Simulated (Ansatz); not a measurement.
**Geometry relaxation, with input and output: SnO2**

System: SnO2 (6 atoms in the cell).
Method: DFT LDA, scalar-relativistic, plane waves, PAW, no spin polarisation (Ansatz 0.2.0).

The structure derives from a Materials Project entry.

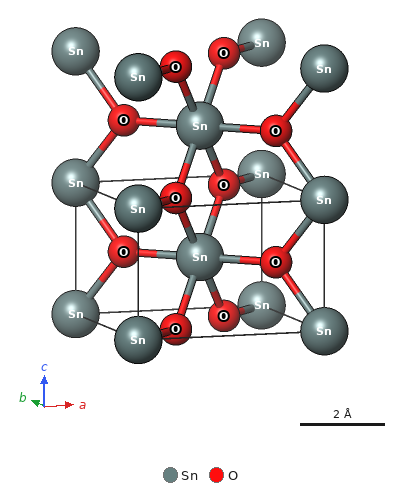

*The input geometry (ball-and-stick view of the cell of the calculation, repeated 1 × 1 × 2, seen slightly off an axis). An atom can appear more than once, as a periodic image.*

Near neighbours in the periodic cell (some may lie outside the picture): Sn has 6 O at 2.05 to 2.06 Å; O has 3 Sn at 2.05 to 2.06 Å.

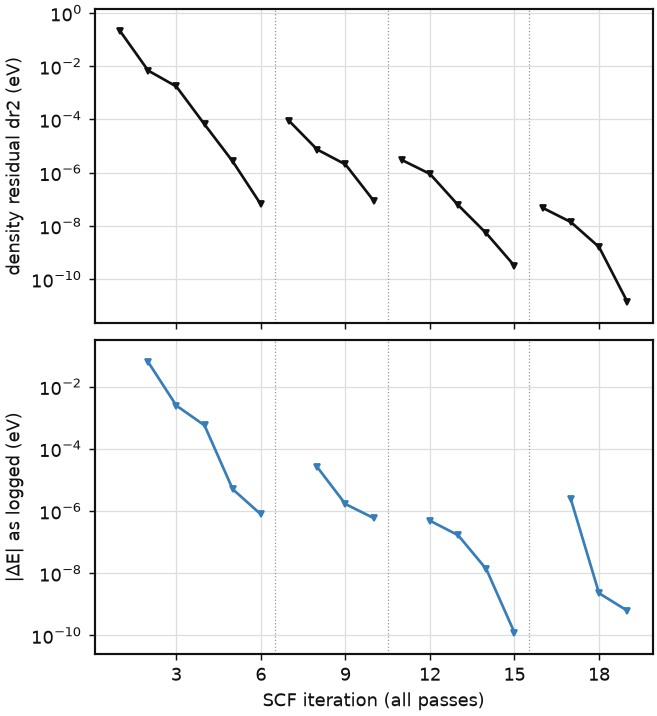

*Convergence of the self-consistent field: density residual dr2 and size of the energy change against the SCF iteration. The dotted lines part the SCF passes of the relaxation: geometry steps, rejected trials and re-solves on a re-selected basis.*

The passes take 6, 4, 5 and 4 iterations.

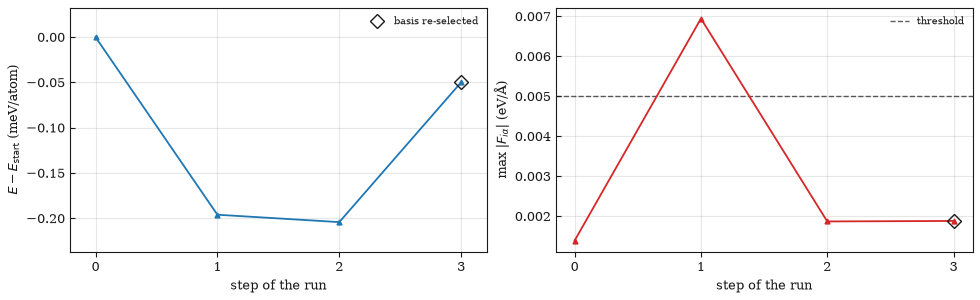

*Progress of the relaxation, step by step (the first geometry is step 0 here and step 1 in the log).*

The atoms keep their places relative to the cell (all moves are under 0.005 Å). Over 2 geometry steps the energy falls by 0.2 meV per atom. The largest force component goes from 0.0014 to 0.0019 eV/Å. The pressure goes from −0.43 to −0.01 GPa. A last SCF at the same geometry on a re-selected plane-wave basis shifts the energy by +0.2 meV per atom.

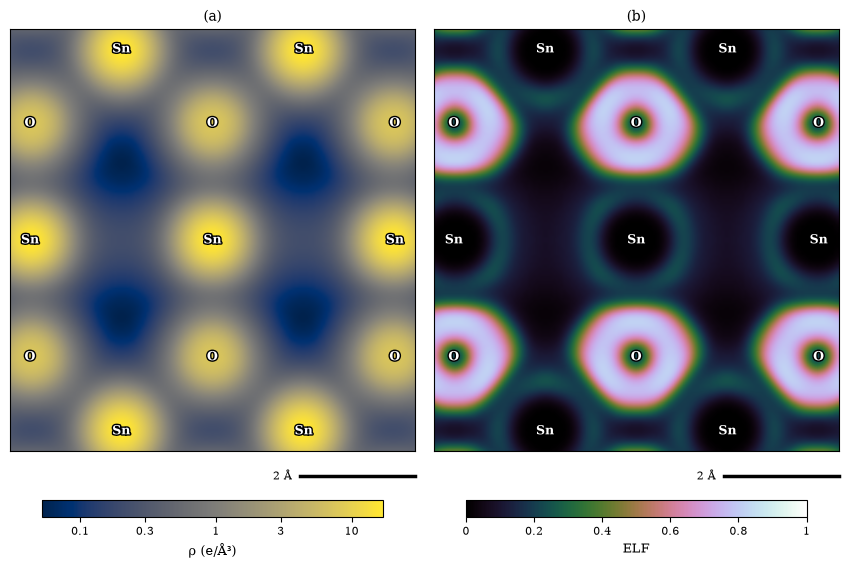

*(a) valence charge density (pseudo); (b) ELF on the (110) plane of the conventional cell.*

The section cuts through Sn and O sites. Sn–O (2.04 Å): ρ at the midpoint is about 0.69 e/Å³; the ELF is about 0.25 at the midpoint. Away from the nuclei the density in this plane falls to 0.05 e/Å³ at its lowest. The fields are those of the smooth PAW valence density.

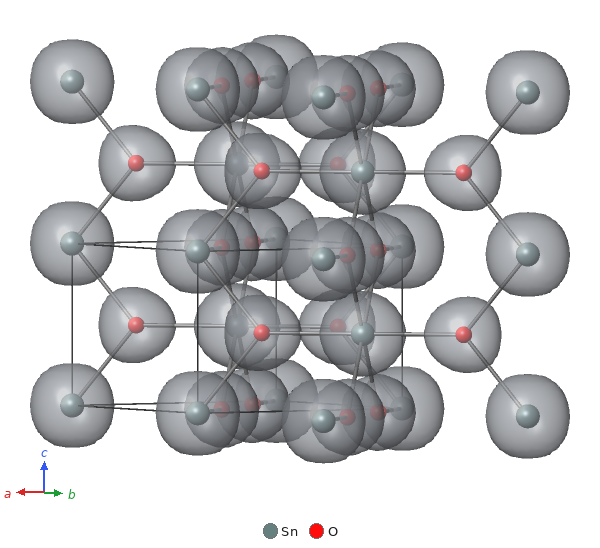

*Isosurface of the valence electron density at 1 e/Å³ (grey), seen at an oblique angle. Sticks mark near contacts. The outline is the cell set on symmetry axes.*

At this value the density breaks into separate islands; it holds about 70 % of the electrons treated as valence (semicore included). It is pinched off along the Sn–O (2.04 Å) contacts. On the grid the lowest density along these lines, outside the cores, is 0.69 e/Å³ (Sn–O, 2.04 Å).

The input that produced these results follows, with the program's output.

## Input file
```yaml
crystal:
  lattice:
    - [4.7225687299, 0.0, 0.0]
    - [0.0, 4.730545338, 0.0]
    - [0.0, 0.0, 3.1914103639]
  atoms:
    - { symbol: Sn, position: [0.5, 0.5, 0.5] }
    - { symbol: Sn, position: [0.0, 0.0, 0.0] }
    - { symbol: O, position: [0.3054134005, 0.3067841113, 0.0] }
    - { symbol: O, position: [0.8054134005, 0.1932158887, 0.5] }
    - { symbol: O, position: [0.1945865995, 0.8067841113, 0.5] }
    - { symbol: O, position: [0.6945865995, 0.6932158887, 0.0] }
basis:
  ecutwfc: 420
kpoints:
  mp_grid: { grid: [6, 6, 8] }
hamiltonian:
  xc: lda
scf:
  occupations: { method: gaussian, width: 0.02 }
output:
  forces: true
  stress: true
  eigenvalues: true
  write_density: true
  write_potential: true
  elf: true
  volumetric_format: npy
relax:
  adjacent_minimum: "off"
  f_tol: 0.005
  max_steps: 80
  cell: { stress_tol: 0.05 }
```

Launch command:
```bash
ansatz run input.yaml --threads 2 --pin off --max-ram 5120MiB --backend cpu --events-out ev --progress --plain --runs-dir out
```

## Output
```
Engine: ansatz 0.2.0, x86_64-unknown-linux-gnu
Pseudopotentials: kind: paw
Pseudopotential: Sn, paw, valence charge 14, recommended cutoff 420 eV (normal), Sn.paw.azcp
Pseudopotential: O, paw, valence charge 6, recommended cutoff 420 eV (normal), O.paw.azcp
Functional definition: SPW92
  exchange = slater_x
  correlation = pw_c
Crystal: 6 atoms, lattice volume = 71.297 Å³
Basis set: ecut = 420 eV, 1411 PW (Γ)
Bands: 32, of which v1, the nominal top of the filled ones, is band 26 counted from 1 (25 counted from 0)
Symmetry: 8 space group operations
Space group: Pnnm (ITA 58), of the structure as read, at distance tolerance 4.1e-5 Å
k-points: 80 of 288
Non-local potential: Sn, projectors of the file, l = 0: 2, l = 1: 2, l = 2: 2, l = 3: 2
Non-local potential: O, projectors of the file, l = 0: 2, l = 1: 2, l = 2: 1
PAW form: soft (Blöchl's): semilocal exchange-correlation on the pseudo side does not see the compensation charge
PAW frozen core: Sn, regenerated for the run's functional, and the local potential with it (the file was generated under x = pbe(κ = 0.804, μ = 0.2195149727645171), c = pbe(β = 0.06672455060314922))
PAW frozen core: O, regenerated for the run's functional, and the local potential with it (the file was generated under x = pbe(κ = 0.804, μ = 0.2195149727645171), c = pbe(β = 0.06672455060314922))
PAW one-centre angular grid: Sn, 590 points (default); XC on 64 Gauss nodes
PAW one-centre angular grid: O, 110 points (default); XC on 64 Gauss nodes
Initial density: superposition of atomic densities (neutral atoms: chi_scale 0, normalization atom), corrected by the library's trained network
Initial wavefunctions: pseudopotential atomic-orbital guess
Functional: x = slater, c = lda
SCF iter   1: F=—  HF=-13980.426925 eV  |F-HF|=—  |Δ(HF+E_count)|=         —  Δρ=1.89e-2  dr2=2.11e-1  ethr=1.77e-3  ⟨swp⟩=6.3  Hψ=11353  notcnv=0
preconditioner: auto → Resta (q_TF=auto, 2.588 Å⁻¹)  ε∞=3.7  [insulator: Δε(μ)=0.968 eV  Ē_g=19.424 eV  σ=0.020 eV  W_gap=1.00  n_scr=18 (ndim 8)  ℏωp=31.7 eV  f_vac=0.025  D(μ)=0.00/eV (n_scr^D=0)  ε∞_Penn≈3.7]
SCF iter   2: F=—  HF=-13980.365471 eV  |F-HF|=—  |Δ(HF+E_count)|=   6.15e-2  Δρ=4.93e-3  dr2=6.85e-3  ethr=4.06e-4  ⟨swp⟩=2.3  Hψ=4437  notcnv=0  defer=147
SCF iter   3: F=—  HF=-13980.363023 eV  |F-HF|=—  |Δ(HF+E_count)|=   2.45e-3  Δρ=2.11e-3  dr2=1.73e-3  ethr=1.32e-5  ⟨swp⟩=2.0  Hψ=4697  notcnv=0  defer=147
SCF iter   4: F=—  HF=-13980.362458 eV  |F-HF|=—  |Δ(HF+E_count)|=   5.66e-4  Δρ=3.75e-4  dr2=6.53e-5  ethr=3.34e-6  ⟨swp⟩=2.0  Hψ=4335  notcnv=0  defer=147
SCF iter   5: F=—  HF=-13980.362453 eV  |F-HF|=—  |Δ(HF+E_count)|=   5.02e-6  Δρ=6.99e-5  dr2=2.64e-6  ethr=1.26e-7  ⟨swp⟩=1.0  Hψ=2413  notcnv=0  defer=147
SCF iter   6: F=-13980.362453 eV  HF=-13980.362453 eV  |F-HF|=2.34e-8  |Δ(HF+E_count)|=   7.80e-7  Δρ=7.99e-6  dr2=6.41e-8  ethr=1.92e-10  ⟨swp⟩=12.9  Hψ=20109  notcnv=0
SCF 1 converged in 6 iterations: F = -13980.362453 eV  dr2 = 6.41e-8
  greatest PAW one-centre occupation: 0.998 electrons in one spin orbital (limit 2), on the Sn atom at site 1 (counted from 0), in its partial waves of l = 2
relax step   1: F+E_penalty+E_count = -13980.36245327 eV  Δ(F+E_penalty+E_count) = +0.000e0 eV  max|allowed force component| = 1.389e-3 eV/Å  Δτ_max = 0.0000 Å  P = -0.426 GPa  Ω = 71.297 Å³  (6 SCF iters, dr2 threshold 1.00e-7 eV, accepted)
Crystal: 6 atoms, lattice volume = 71.158 Å³
Initial density: handed on by an earlier stage of this run
Initial wavefunctions: those handed on with the density
iter 1 solved again at ethr=1.70e-7 eV; its pass at ethr=3.10e-3 eV (dr2=8.84e-5 eV) is discarded
SCF iter   1: F=—  HF=-13980.363657 eV  |F-HF|=—  |Δ(HF+E_count)|=         —  Δρ=4.05e-4  dr2=8.83e-5  ethr=1.70e-7  ⟨swp⟩=2.0  Hψ=12583  notcnv=0
preconditioner: auto → Resta (q_TF=auto, 2.589 Å⁻¹)  ε∞=3.6  [insulator: Δε(μ)=1.162 eV  Ē_g=19.503 eV  σ=0.020 eV  W_gap=1.00  n_scr=18 (ndim 8)  ℏωp=31.7 eV  f_vac=0.014  D(μ)=0.00/eV (n_scr^D=0)  ε∞_Penn≈3.6]
SCF iter   2: F=—  HF=-13980.363632 eV  |F-HF|=—  |Δ(HF+E_count)|=   2.58e-5  Δρ=1.26e-4  dr2=7.38e-6  ethr=1.70e-7  ⟨swp⟩=2.0  Hψ=3494  notcnv=0
SCF iter   3: F=—  HF=-13980.363630 eV  |F-HF|=—  |Δ(HF+E_count)|=   1.67e-6  Δρ=5.83e-5  dr2=2.04e-6  ethr=1.42e-8  ⟨swp⟩=2.4  Hψ=4321  notcnv=0
SCF iter   4: F=-13980.363629 eV  HF=-13980.363629 eV  |F-HF|=2.92e-8  |Δ(HF+E_count)|=   5.93e-7  Δρ=9.35e-6  dr2=8.91e-8  ethr=1.10e-9  ⟨swp⟩=10.4  Hψ=19431  notcnv=0
SCF 2 converged in 4 iterations: F = -13980.363629 eV  dr2 = 8.91e-8
  greatest PAW one-centre occupation: 0.998 electrons in one spin orbital (limit 2), on the Sn atom at site 0 (counted from 0), in its partial waves of l = 2
relax step   2: F+E_penalty+E_count = -13980.36362932 eV  Δ(F+E_penalty+E_count) = -1.176e-3 eV  max|allowed force component| = 6.944e-3 eV/Å  Δτ_max = 0.0006 Å  P = -0.002 GPa  Ω = 71.158 Å³  energy of the carried Pulay correction = +9.737e-4 eV  (4 SCF iters, dr2 threshold 5.70e-7 eV, accepted)
Crystal: 6 atoms, lattice volume = 71.152 Å³
iter 1 solved again at ethr=5.65e-9 eV; its pass at ethr=3.10e-3 eV (dr2=2.94e-6 eV) is discarded
SCF iter   1: F=—  HF=-13980.363678 eV  |F-HF|=—  |Δ(HF+E_count)|=         —  Δρ=1.24e-4  dr2=3.00e-6  ethr=5.65e-9  ⟨swp⟩=2.4  Hψ=12479  notcnv=0
preconditioner: auto → Resta (q_TF=auto, 2.589 Å⁻¹)  ε∞=3.6  [insulator: Δε(μ)=1.161 eV  Ē_g=19.502 eV  σ=0.020 eV  W_gap=1.00  n_scr=18 (ndim 8)  ℏωp=31.7 eV  f_vac=0.014  D(μ)=0.00/eV (n_scr^D=0)  ε∞_Penn≈3.6]
SCF iter   2: F=—  HF=-13980.363678 eV  |F-HF|=—  |Δ(HF+E_count)|=   4.87e-7  Δρ=6.27e-5  dr2=8.97e-7  ethr=5.65e-9  ⟨swp⟩=1.0  Hψ=2560  notcnv=0
SCF iter   3: F=—  HF=-13980.363678 eV  |F-HF|=—  |Δ(HF+E_count)|=   1.66e-7  Δρ=1.02e-5  dr2=6.04e-8  ethr=1.73e-9  ⟨swp⟩=2.7  Hψ=3875  notcnv=0
SCF iter   4: F=—  HF=-13980.363678 eV  |F-HF|=—  |Δ(HF+E_count)|=   1.35e-8  Δρ=3.30e-6  dr2=5.27e-9  ethr=1.16e-10  ⟨swp⟩=2.1  Hψ=3579  notcnv=0
SCF iter   5: F=-13980.363678 eV  HF=-13980.363678 eV  |F-HF|=6.18e-11  |Δ(HF+E_count)|=  1.22e-10  Δρ=7.89e-7  dr2=3.15e-10  ethr=5.80e-12  ⟨swp⟩=7.6  Hψ=13528  notcnv=0
SCF 3 converged in 5 iterations: F = -13980.363678 eV  dr2 = 3.15e-10
relax step   3: F+E_penalty+E_count = -13980.36367757 eV  Δ(F+E_penalty+E_count) = -4.826e-5 eV  max|allowed force component| = 1.869e-3 eV/Å  Δτ_max = 0.0007 Å  P = +0.014 GPa  Ω = 71.152 Å³  energy of the carried Pulay correction = +1.014e-3 eV  (5 SCF iters, dr2 threshold 3.01e-9 eV, accepted)
Initial wavefunctions: pseudopotential atomic-orbital guess (no wavefunctions were taken with the density)
iter 1 solved again at ethr=2.17e-8 eV; its pass at ethr=3.10e-3 eV (dr2=1.13e-5 eV) is discarded
SCF iter   1: F=—  HF=-13980.362749 eV  |F-HF|=—  |Δ(HF+E_count)|=         —  Δρ=2.15e-5  dr2=4.76e-8  ethr=2.17e-8  ⟨swp⟩=3.6  Hψ=19022  notcnv=0
SCF iter   2: F=—  HF=-13980.362752 eV  |F-HF|=—  |Δ(HF+E_count)|=   2.39e-6  Δρ=1.02e-5  dr2=1.39e-8  ethr=9.16e-11  ⟨swp⟩=3.0  Hψ=4276  notcnv=0
SCF iter   3: F=—  HF=-13980.362752 eV  |F-HF|=—  |Δ(HF+E_count)|=   2.27e-9  Δρ=4.25e-6  dr2=1.61e-9  ethr=2.67e-11  ⟨swp⟩=1.9  Hψ=3222  notcnv=0
SCF iter   4: F=-13980.362752 eV  HF=-13980.362752 eV  |F-HF|=3.64e-12  |Δ(HF+E_count)|=  6.24e-10  Δρ=1.62e-7  dr2=1.43e-11  ethr=1.00e-12  ⟨swp⟩=5.4  Hψ=13893  notcnv=0
SCF 4 converged in 4 iterations: F = -13980.362752 eV  dr2 = 1.43e-11
relax step   4: F+E_penalty+E_count = -13980.36275152 eV  Δ(F+E_penalty+E_count) = +9.261e-4 eV  max|allowed force component| = 1.881e-3 eV/Å  Δτ_max = 0.0000 Å  P = -0.006 GPa  Ω = 71.152 Å³  stress off target by 3.20e-2 GPa  SCF on the basis re-selected at this cell (its energy is not comparable with the rows above)  (4 SCF iters)
basis re-selected at this cell: Δ(F+E_penalty+E_count) = +9.261e-4 eV, ΔP = -0.020 GPa vs the last step (what re-selecting the basis moved, of the pressure what is left beyond the Pulay correction that the steps carried, after the strain that the cell walked since its last selection, with what the two solves' SCF thresholds leave and, on support functions, any second-order correction that the steps lacked; it is no measure of the basis error at this ecutwfc). This SCF's stress stands 3.20e-2 GPa from its target on what of the cell is left free (relax.cell.stress_tol is 5.00e-2 GPa) and its largest allowed force component is 1.88e-3 eV/Å (relax.f_tol is 5.00e-3 eV/Å): within both
SCF converged after 4 iterations
Free energy (F): -13980.362752 eV
Harris-Foulkes:  -13980.362752 eV  (|F-HF|=3.64e-12)
Internal energy: -13980.362752 eV  (E = F + TS)
E sigma→0 (E₀):  -13980.362752 eV
Fermi energy:    9.825364 eV
--- Per-component energies (eV) ---
  E_band       = -127.215154
  E_kinetic    = 1081.631404
  E_local      = -2850.837358  (includes V_loc(G=0)·N_el)
  E_nonlocal   = 151.068530
  E_hartree    = 1475.150319
  E_xc         = -1042.092054
  E_vxc        = -564.546766  (∫ρ·V_xc dr)
  E_paw        = -8602.797942  (= ΣΔE_a)
  E_vpaw       = -894.841888  (= ΣTr[D̂ρ^β])
  E_aug_tail   = 0.010192  (compensation charges beyond the density's cutoff)
  E_ewald      = -4193.733325
  E_core_change = 1.237482  (= ΣΔE_core)
  E_smearing   = -0.000000  (= −TS)
  E_closure    = -0.000000  (closes the sum)
  Σ components = -13980.362752   (vs F -13980.362752, Δ=0.00e0)
--- Forces (eV/Å), atoms counted from 1 ---
  atom   1  Sn    -0.00000000     0.00000000    -0.00000000
  atom   2  Sn    -0.00000000    -0.00000000    -0.00000000
  atom   3  O      0.00052184    -0.00188065     0.00000000
  atom   4  O      0.00052184     0.00188065    -0.00000000
  atom   5  O     -0.00052184    -0.00188065     0.00000000
  atom   6  O     -0.00052184     0.00188065    -0.00000000
  max |Σ_I F_I| component: 3.47e-18 eV/Å
--- Stress (GPa, compression-positive) ---
       -0.019904       0.000000       0.000000
        0.000000      -0.030735       0.000000
        0.000000       0.000000       0.031993
  P = ⅓ Tr σ = -0.0062 GPa (-0.062 kbar)
--- Band table (eV; the first three rows and the last of 80) ---
  k-point 0: bands = ["-11.7767", "-11.0028", "-10.7206", "-10.7019", "-10.7017", "-10.6191", "-10.5598", "-10.4638", "-10.4431", "-10.4429", "-9.5561", "-7.5942", "-7.5931", "-5.7357", "0.9579", "5.0625", "5.0780", "5.1677", "6.0322", "7.1675", "7.3135", "7.9742", "7.9752", "8.4436", "8.4445", "9.2449", "10.4059", "15.1953", "15.3378", "15.3437", "19.3691", "19.5041"]
  k-point 1: bands = ["-11.7019", "-10.9109", "-10.8484", "-10.8483", "-10.6909", "-10.6326", "-10.5531", "-10.4650", "-10.4648", "-10.4644", "-9.4685", "-7.3475", "-7.3466", "-5.8558", "0.9332", "5.0483", "5.2097", "5.2241", "6.1375", "6.1471", "7.1951", "7.3861", "7.3877", "8.4783", "8.4795", "9.1083", "11.3691", "15.5182", "15.9950", "16.0008", "18.4243", "20.4321"]
  k-point 2: bands = ["-11.5058", "-11.1500", "-11.1499", "-10.7755", "-10.6150", "-10.6118", "-10.5353", "-10.5067", "-10.5066", "-10.4676", "-9.1611", "-6.8006", "-6.7999", "-6.2395", "0.9347", "4.5119", "4.9027", "5.5594", "5.5671", "6.3483", "6.3551", "6.4432", "6.7108", "8.3752", "8.3783", "8.7214", "12.9651", "15.9973", "17.4318", "17.4363", "17.8332", "20.7674"]
  k-point 79: bands = ["-11.5068", "-11.5068", "-11.0454", "-11.0454", "-10.5635", "-10.5635", "-10.4837", "-10.4837", "-10.4454", "-10.4454", "-7.5362", "-7.5362", "-6.1628", "-6.1628", "1.0511", "1.0511", "4.0883", "4.0883", "6.6200", "6.6200", "6.8120", "6.8120", "8.2605", "8.2605", "8.3990", "8.3990", "13.9514", "13.9514", "17.9090", "17.9090", "20.0201", "20.0201"]
--- Relaxed structure (3 steps of the walk, 3 accepted, 1 SCFs on fresh bases) ---
  F+E_penalty+E_count = -13980.36275152 eV   max|allowed force component| = 1.881e-3 eV/Å   (the final SCF, on the basis selected at the relaxed cell)
  cell:  # Å, volume = 71.1516 Å³
    - [4.721271480974916, 0.0, 0.0]
    - [0.0, 4.724246481884015, 0.0]
    - [0.0, 0.0, 3.190019402874279]
  atoms:
    - { symbol: Sn, position: [0.5, 0.5, 0.5000000000000001] }
    - { symbol: Sn, position: [1.9131575675844502e-21, -1.9099316164393286e-21, 0.0] }
    - { symbol: O, position: [0.30556696896768376, 0.30657211896566844, 0.0] }
    - { symbol: O, position: [0.8055669689676839, 0.19342788103433156, 0.5000000000000001] }
    - { symbol: O, position: [0.19443303103231627, 0.8065721189656685, 0.5000000000000001] }
    - { symbol: O, position: [0.6944330310323161, 0.6934278810343316, 0.0] }
```

## Trajectory as extended XYZ (Å, eV, eV/Å), 4 frames, from step=1 to step=4
```
6
Lattice="4.7226 0.0000 0.0000 0.0000 4.7305 0.0000 0.0000 0.0000 3.1914" Properties=species:S:1:pos:R:3:forces:R:3 step=1 energy=-13980.36245 pressure_GPa=-0.43
Sn    2.3613    2.3653    1.5957    0.0000   0.0000   0.0000
Sn    0.0000    0.0000    0.0000    0.0000   0.0000   0.0000
O     1.4423    1.4513    0.0000    0.0012  -0.0014   0.0000
O     3.8036    0.9140    1.5957    0.0012   0.0014   0.0000
O     0.9189    3.8165    1.5957   -0.0012  -0.0014   0.0000
O     3.2802    3.2793    0.0000   -0.0012   0.0014   0.0000
6
Lattice="4.7208 0.0000 0.0000 0.0000 4.7245 0.0000 0.0000 0.0000 3.1905" Properties=species:S:1:pos:R:3:forces:R:3 step=2 energy=-13980.36363 pressure_GPa=-0.00
Sn    2.3604    2.3622    1.5952    0.0000   0.0000   0.0000
Sn    0.0000    0.0000    0.0000    0.0000   0.0000   0.0000
O     1.4423    1.4491    0.0000   -0.0042  -0.0069   0.0000
O     3.8027    0.9132    1.5952   -0.0042   0.0069   0.0000
O     0.9181    3.8113    1.5952    0.0042  -0.0069   0.0000
O     3.2784    3.2754    0.0000    0.0042   0.0069   0.0000
6
Lattice="4.7213 0.0000 0.0000 0.0000 4.7242 0.0000 0.0000 0.0000 3.1900" Properties=species:S:1:pos:R:3:forces:R:3 step=3 energy=-13980.36368 pressure_GPa=0.01
Sn    2.3606    2.3621    1.5950    0.0000   0.0000   0.0000
Sn    0.0000    0.0000    0.0000    0.0000   0.0000   0.0000
O     1.4427    1.4483    0.0000    0.0005  -0.0019   0.0000
O     3.8033    0.9138    1.5950    0.0005   0.0019   0.0000
O     0.9180    3.8104    1.5950   -0.0005  -0.0019   0.0000
O     3.2786    3.2759    0.0000   -0.0005   0.0019   0.0000
6
Lattice="4.7213 0.0000 0.0000 0.0000 4.7242 0.0000 0.0000 0.0000 3.1900" Properties=species:S:1:pos:R:3:forces:R:3 step=4 energy=-13980.36275 pressure_GPa=-0.01
Sn    2.3606    2.3621    1.5950    0.0000   0.0000   0.0000
Sn    0.0000    0.0000    0.0000    0.0000   0.0000   0.0000
O     1.4427    1.4483    0.0000    0.0005  -0.0019   0.0000
O     3.8033    0.9138    1.5950    0.0005   0.0019   0.0000
O     0.9180    3.8104    1.5950   -0.0005  -0.0019   0.0000
O     3.2786    3.2759    0.0000   -0.0005   0.0019   0.0000
```

## Results in brief

| quantity | value |
| --- | --- |
| outcome | converged |
| space group (tolerance 0.01 Å) | P4₂/mnm (136) |
| electrons treated | 52 |
| free energy | −13980.3628 eV |
| Fermi energy | 9.825 eV |
| gap on the k-point mesh | 1.16 eV |
| pressure | −0.01 GPa |
| final volume | 71.15 Å³ |
| largest force (length of the vector) at the end | 0.002 eV/Å |
| final cell | a = 4.721 Å, b = 4.724 Å, c = 3.190 Å, α = 90.00°, β = 90.00°, γ = 90.00° |
| hardware | 2 threads of AMD EPYC (Zen 3), 189 GiB of memory available, shared host |
| wall time | 66 s (CPU time 87 s) |
| peak memory | 0.46 GiB |
